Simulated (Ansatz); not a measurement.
# Run report: GaAs, single-point calculation (part 1 of 2)

The run: single-point calculation of GaAs (slab, 16 atoms in the cell). Method and program: DFT PBE+D3(BJ), scalar-relativistic, plane waves, PAW, no spin polarisation (Ansatz 0.2.0).

The structure derives from an entry of the Crystallography Open Database. It belongs to a series of runs on one base structure; here: the slab at its places in the relaxed adsorbed structure. Figures and captions count atoms from 1; the log counts them from 0 in places.

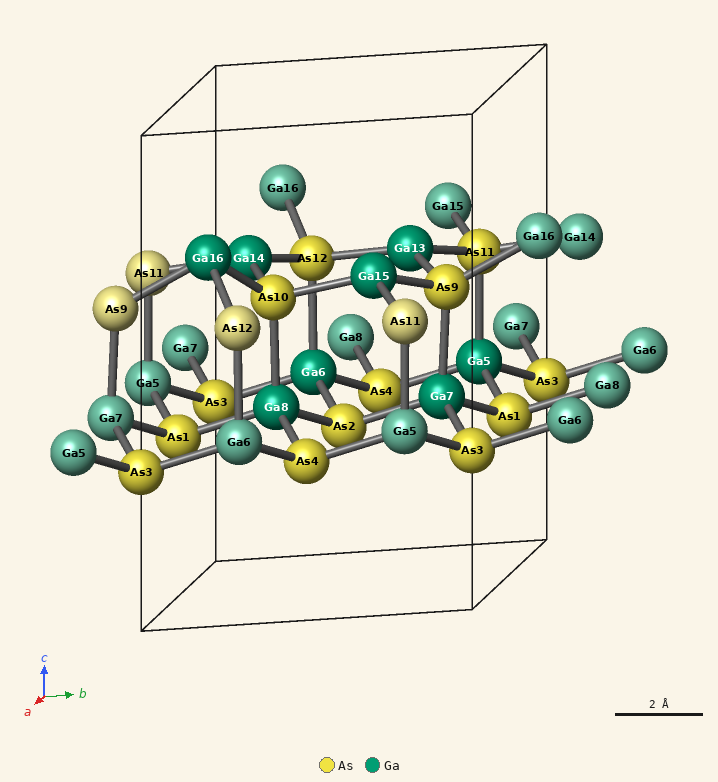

**Figure 1.** The input geometry (ball-and-stick view of the cell of the calculation, with the vacuum cut short, seen slightly off an axis; neighbours outside the cell are drawn fainter; atoms are numbered from 1 in the order of the input). An atom can appear more than once, as a periodic image. Near neighbours in the periodic cell (some may lie outside the picture): As has 3 Ga at 2.46 Å; Ga has 4 As at 2.46 to 2.66 Å; As has 4 Ga at 2.40 to 2.66 Å; Ga has 3 As at 2.40 to 2.55 Å.

### Input
```yaml
crystal:
  lattice:
    - [8.0267120191, 0.0, 0.0]
    - [-4.0133560095, 6.9513365174, 0.0]
    - [0.0, 0.0, 22.0961143248]
  atoms:
    - { symbol: As, position: [0.5, 0.0, 0.3620546076] }
    - { symbol: As, position: [0.5, 0.5, 0.3620546076] }
    - { symbol: As, position: [0.0, 0.0, 0.3620546076] }
    - { symbol: As, position: [0.0, 0.5, 0.3620546076] }
    - { symbol: Ga, position: [0.1666666667, 0.8333333333, 0.3991300342] }
    - { symbol: Ga, position: [0.1666666667, 0.3333333333, 0.3991300342] }
    - { symbol: Ga, position: [0.6666666667, 0.8333333333, 0.3991300342] }
    - { symbol: Ga, position: [0.6666666667, 0.3333333333, 0.3991300342] }
    - { symbol: As, position: [0.6818470036, 0.8512918101, 0.5164842368] }
    - { symbol: As, position: [0.6804802289, 0.3274143711, 0.5173264523] }
    - { symbol: As, position: [0.1722796273, 0.8362047509, 0.5166161572] }
    - { symbol: As, position: [0.1496293855, 0.3247452381, 0.5195378283] }
    - { symbol: Ga, position: [0.3435375075, 0.6651387726, 0.5368673474] }
    - { symbol: Ga, position: [0.3425885601, 0.17761096, 0.5374389585] }
    - { symbol: Ga, position: [0.8338687672, 0.6650658723, 0.5443353397] }
    - { symbol: Ga, position: [0.8282144969, 0.1640338217, 0.5747988447] }
basis:
  ecutwfc: 420
kpoints:
  mp_grid: { grid: [2, 2, 1] }
hamiltonian:
  xc: pbe
  dispersion: d3bj
scf:
  occupations: { method: gaussian, width: 0.05 }
output:
  forces: true
  eigenvalues: true
  write_density: true
  volumetric_format: npy
efield:
  axis: 3
  dipole_correction: true
  ramp_width: 0.04
```

Launched with:
```bash
ansatz run input.yaml --threads 4 --pin off --max-ram 10240MiB --backend cpu --events-out ev --progress --plain --runs-dir out
```

### Log
```
Engine: ansatz 0.2.0, x86_64-unknown-linux-gnu
Pseudopotentials: kind: paw
Pseudopotential: As, paw, valence charge 15, recommended cutoff 420 eV (normal), As.paw.azcp
Pseudopotential: Ga, paw, valence charge 13, recommended cutoff 420 eV (normal), Ga.paw.azcp
Functional definition: PBE
  parameter kappa = 0.804
  parameter beta = 0.06672455060314922
  exchange = pbe_x(kappa = kappa, mu = beta*pi^2/3)
  correlation = pbe_c(beta = beta)
Crystal: 16 atoms, lattice volume = 1232.883 Å³
Basis set: ecut = 420 eV, 24175 PW (Γ), exchange–correlation on 108×108×300 points (8 copies of the dense FFT grid, shifted against one another)
Bands: 135, of which v1, the nominal top of the filled ones, is band 112 counted from 1 (111 counted from 0)
Symmetry: 1 space group operations
Space group: P1 (ITA 1), of the structure as read, at distance tolerance 1.1e-4 Å
k-points: 4
Non-local potential: As, projectors of the file, l = 0: 2, l = 1: 2, l = 2: 3, l = 3: 1
Non-local potential: Ga, projectors of the file, l = 0: 2, l = 1: 2, l = 2: 3, l = 3: 1
PAW form: soft (Blöchl's): semilocal exchange-correlation on the pseudo side does not see the compensation charge
PAW one-centre angular grid: As, 590 points (default); XC on 64 Gauss nodes
PAW one-centre angular grid: Ga, 590 points (default); XC on 64 Gauss nodes
Initial density: superposition of atomic densities (neutral atoms: chi_scale 0, normalization atom), corrected by the library's trained network
Initial wavefunctions: pseudopotential atomic-orbital guess
Functional: x = pbe(κ = 0.804, μ = 0.2195149727645171), c = pbe(β = 0.06672455060314922)
SCF iter   1: F=—  HF=-69115.794542 eV  |F-HF|=—  |Δ(HF+E_count)|=         —  Δρ=2.94e-3  dr2=8.84e-1  ethr=1.77e-3  p=0.470 e·Å  D=6.90e-2 V/Å  ΔV_dip=-1.52 eV  dr2_dipole=2.55e-1  V_vac-E_F(+/−)=3.80/5.32 eV  ⟨swp⟩=6.0  Hψ=1972  notcnv=0  defer=39
efield: sawtooth ramp at fractional position 0.9484 (placed from the atoms, in the widest stretch of the axis that holds none; the zero of the levels goes with the place), width 0.0400; the density the first Hamiltonian is built on has a dipole p = 0.470 e·Å; the dipole correction subtracts the counter field D = 6.90e-2 V/Å, which shifts the + side's vacuum level by -1.52 eV against the − side's; the planar-averaged density in the ramp window peaks in size at 1.3e-5 e/Å³
preconditioner: auto → LDOS  [insulator: Δε(μ)=0.089 eV  Ē_g=13.756 eV  σ=0.050 eV  W_gap=0.79  n_scr=188 (ndim 8)  ℏωp=12.7 eV  f_vac=0.656  D(μ)=11.48/eV (n_scr^D=50)  ε∞_Penn≈1.9  β→1.0]
SCF iter   2: F=—  HF=-69115.783952 eV  |F-HF|=—  |Δ(HF+E_count)|=   1.06e-2  Δρ=2.33e-3  dr2=4.00e-1  ethr=3.95e-4  p=0.536 e·Å  D=7.87e-2 V/Å  ΔV_dip=-1.74 eV  dr2_dipole=9.69e-2  V_vac-E_F(+/−)=3.67/5.41 eV  ⟨swp⟩=2.0  Hψ=645  notcnv=0  defer=67
SCF iter   3: F=—  HF=-69115.758994 eV  |F-HF|=—  |Δ(HF+E_count)|=   2.50e-2  Δρ=5.08e-4  dr2=1.17e-2  ethr=1.78e-4  p=0.518 e·Å  D=7.60e-2 V/Å  ΔV_dip=-1.68 eV  dr2_dipole=1.59e-3  V_vac-E_F(+/−)=3.72/5.40 eV  ⟨swp⟩=2.0  Hψ=494  notcnv=0  defer=67
SCF iter   4: F=—  HF=-69115.759689 eV  |F-HF|=—  |Δ(HF+E_count)|=   6.95e-4  Δρ=3.62e-4  dr2=6.44e-3  ethr=5.23e-6  p=0.519 e·Å  D=7.62e-2 V/Å  ΔV_dip=-1.68 eV  dr2_dipole=6.16e-4  V_vac-E_F(+/−)=3.73/5.42 eV  ⟨swp⟩=2.0  Hψ=698  notcnv=0  defer=67
SCF iter   5: F=—  HF=-69115.759422 eV  |F-HF|=—  |Δ(HF+E_count)|=   2.66e-4  Δρ=2.78e-4  dr2=2.96e-3  ethr=2.87e-6  p=0.519 e·Å  D=7.62e-2 V/Å  ΔV_dip=-1.68 eV  dr2_dipole=7.02e-6  V_vac-E_F(+/−)=3.74/5.42 eV  ⟨swp⟩=2.0  Hψ=493  notcnv=0  defer=67
SCF iter   6: F=—  HF=-69115.759340 eV  |F-HF|=—  |Δ(HF+E_count)|=   8.24e-5  Δρ=2.19e-4  dr2=2.66e-3  ethr=1.32e-6  p=0.517 e·Å  D=7.59e-2 V/Å  ΔV_dip=-1.68 eV  dr2_dipole=1.24e-4  V_vac-E_F(+/−)=3.75/5.43 eV  ⟨swp⟩=2.0  Hψ=688  notcnv=0  defer=67
SCF iter   7: F=—  HF=-69115.758905 eV  |F-HF|=—  |Δ(HF+E_count)|=   4.35e-4  Δρ=1.24e-4  dr2=9.33e-4  ethr=1.19e-6  p=0.515 e·Å  D=7.56e-2 V/Å  ΔV_dip=-1.67 eV  dr2_dipole=4.51e-5  V_vac-E_F(+/−)=3.76/5.43 eV  ⟨swp⟩=2.0  Hψ=700  notcnv=0  defer=67
SCF iter   8: F=—  HF=-69115.758831 eV  |F-HF|=—  |Δ(HF+E_count)|=   7.42e-5  Δρ=7.63e-5  dr2=3.61e-4  ethr=4.16e-7  p=0.516 e·Å  D=7.58e-2 V/Å  ΔV_dip=-1.67 eV  dr2_dipole=2.26e-5  V_vac-E_F(+/−)=3.76/5.43 eV  ⟨swp⟩=2.0  Hψ=540  notcnv=0  defer=67
SCF iter   9: F=—  HF=-69115.758808 eV  |F-HF|=—  |Δ(HF+E_count)|=   2.30e-5  Δρ=5.79e-5  dr2=1.63e-4  ethr=1.61e-7  p=0.518 e·Å  D=7.60e-2 V/Å  ΔV_dip=-1.68 eV  dr2_dipole=7.73e-6  V_vac-E_F(+/−)=3.75/5.43 eV  ⟨swp⟩=2.0  Hψ=701  notcnv=0  defer=67
SCF iter  10: F=—  HF=-69115.758793 eV  |F-HF|=—  |Δ(HF+E_count)|=   1.45e-5  Δρ=3.55e-5  dr2=6.09e-5  ethr=7.26e-8  p=0.519 e·Å  D=7.61e-2 V/Å  ΔV_dip=-1.68 eV  dr2_dipole=1.12e-6  V_vac-E_F(+/−)=3.75/5.43 eV  ⟨swp⟩=2.0  Hψ=698  notcnv=0  defer=67
SCF iter  11: F=—  HF=-69115.758867 eV  |F-HF|=—  |Δ(HF+E_count)|=   7.35e-5  Δρ=2.58e-5  dr2=3.10e-5  ethr=2.72e-8  p=0.519 e·Å  D=7.62e-2 V/Å  ΔV_dip=-1.68 eV  dr2_dipole=9.69e-7  V_vac-E_F(+/−)=3.74/5.43 eV  ⟨swp⟩=2.0  Hψ=643  notcnv=0  defer=67
SCF iter  12: F=—  HF=-69115.758867 eV  |F-HF|=—  |Δ(HF+E_count)|=   4.84e-7  Δρ=1.94e-5  dr2=2.10e-5  ethr=1.38e-8  p=0.520 e·Å  D=7.63e-2 V/Å  ΔV_dip=-1.69 eV  dr2_dipole=2.45e-6  V_vac-E_F(+/−)=3.74/5.43 eV  ⟨swp⟩=2.0  Hψ=704  notcnv=0  defer=67
SCF iter  13: F=—  HF=-69115.758865 eV  |F-HF|=—  |Δ(HF+E_count)|=   1.89e-6  Δρ=8.11e-6  dr2=2.58e-6  ethr=9.38e-9  p=0.520 e·Å  D=7.63e-2 V/Å  ΔV_dip=-1.69 eV  dr2_dipole=1.45e-9  V_vac-E_F(+/−)=3.74/5.43 eV  ⟨swp⟩=2.0  Hψ=704  notcnv=0  defer=67
SCF iter  14: F=—  HF=-69115.758865 eV  |F-HF|=—  |Δ(HF+E_count)|=   2.84e-8  Δρ=4.43e-6  dr2=6.34e-7  ethr=1.15e-9  p=0.520 e·Å  D=7.63e-2 V/Å  ΔV_dip=-1.69 eV  dr2_dipole=4.98e-9  V_vac-E_F(+/−)=3.74/5.43 eV  ⟨swp⟩=2.0  Hψ=696  notcnv=0  defer=67
SCF iter  15: F=—  HF=-69115.758865 eV  |F-HF|=—  |Δ(HF+E_count)|=   5.86e-7  Δρ=3.19e-6  dr2=2.42e-7  ethr=2.83e-10  p=0.520 e·Å  D=7.63e-2 V/Å  ΔV_dip=-1.68 eV  dr2_dipole=3.62e-9  V_vac-E_F(+/−)=3.74/5.43 eV  ⟨swp⟩=2.0  Hψ=706  notcnv=0  defer=67
SCF iter  16: F=-69115.758865 eV  HF=-69115.758865 eV  |F-HF|=9.54e-8  |Δ(HF+E_count)|=   4.33e-8  Δρ=1.34e-6  dr2=5.31e-8  ethr=4.46e-11  p=0.519 e·Å  D=7.62e-2 V/Å  ΔV_dip=-1.68 eV  dr2_dipole=2.08e-10  V_vac-E_F(+/−)=3.74/5.43 eV  ⟨swp⟩=19.0  Hψ=2840  notcnv=0
SCF 1 converged in 16 iterations: F = -69115.758865 eV  dr2 = 5.31e-8
  greatest PAW one-centre occupation: 0.999 electrons in one spin orbital (limit 2), on the As atom at site 1 (counted from 0), in its partial waves of l = 2
```

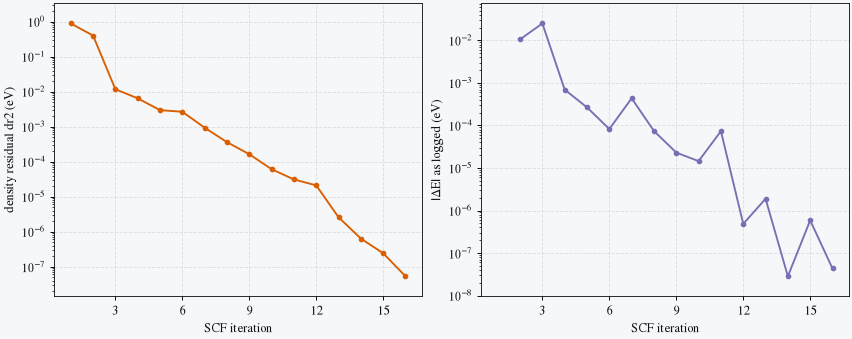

**Figure 2.** Convergence of the self-consistent field: density residual dr2 and size of the energy change against the SCF iteration. The residual falls at every step.

```
SCF converged after 16 iterations
Free energy (F): -69115.758865 eV
Harris-Foulkes:  -69115.758865 eV  (|F-HF|=9.54e-8)
Internal energy: -69115.723861 eV  (E = F + TS)
E sigma→0 (E₀):  -69115.741363 eV
Entropy (-TS):   -0.035004 eV (-2.188 meV/atom)
Fermi energy:    -0.788377 eV
Dipole field:    D = 0.076234 V/Å  (p = 0.519407 e·Å, saw-weighted, corrected)
Work function:   Φ+ = 3.7440 eV   Φ− = 5.4284 eV
Levels:          The Fermi level and band energies are counted from a zero that moves with the ramp; work functions are not
--- Per-component energies (eV) ---
  E_band       = -4502.420893
  E_kinetic    = 1740.322057
  E_local      = -187463.894271  (includes V_loc(G=0)·N_el)
  E_nonlocal   = -1975.020369
  E_hartree    = 92847.740175
  E_xc         = -1180.234375
  E_vxc        = -1088.253871  (∫ρ·V_xc dr)
  E_paw        = -30581.727553  (= ΣΔE_a)
  E_vpaw       = -1415.951292  (= ΣTr[D̂ρ^β])
  E_aug_tail   = -0.000904  (compensation charges beyond the density's cutoff)
  E_efield     = 0.019798  (sawtooth field / dipole correction)
  E_vefield    = 4.899884  (∫n·V_field dr)
  E_ewald      = 57500.446070
  E_disp       = -3.374490  (pairwise vdW)
  E_smearing   = -0.035004  (= −TS)
  E_closure    = -0.000000  (closes the sum)
  Σ components = -69115.758865   (vs F -69115.758865, Δ=0.00e0)
--- Forces (eV/Å), atoms counted from 1 ---
  atom   1  As    -0.02345618    -0.01358632     0.00333393
  atom   2  As     0.00857157    -0.00003783     0.15612502
  atom   3  As     0.05081338    -0.00680633    -0.04587475
  atom   4  As     0.01621928     0.04006153    -0.03836332
  atom   5  Ga    -0.05113341    -0.02487475    -0.14096833
  atom   6  Ga    -0.10634761    -0.06495525     0.05297721
  atom   7  Ga     0.04639392     0.07453092    -0.11978190
  atom   8  Ga     0.08402627     0.00353411    -0.08684894
  atom   9  As     0.13525374     0.02714923     0.25250209
  atom  10  As     0.04432520     0.11683832     0.13386554
  atom  11  As    -0.05788270    -0.07421557     0.23023887
  atom  12  As    -0.08378547    -0.05147935    -0.00236269
  atom  13  Ga     0.02674596    -0.06388652     0.00315094
  atom  14  Ga    -0.06910424     0.07080312     0.01045894
  atom  15  Ga    -0.15551781    -0.01695112    -0.27728303
  atom  16  Ga     0.13487283    -0.01612705    -0.13115239
  max |Σ_I F_I| component: 1.72e-5 eV/Å
--- Band table (eV) ---
```
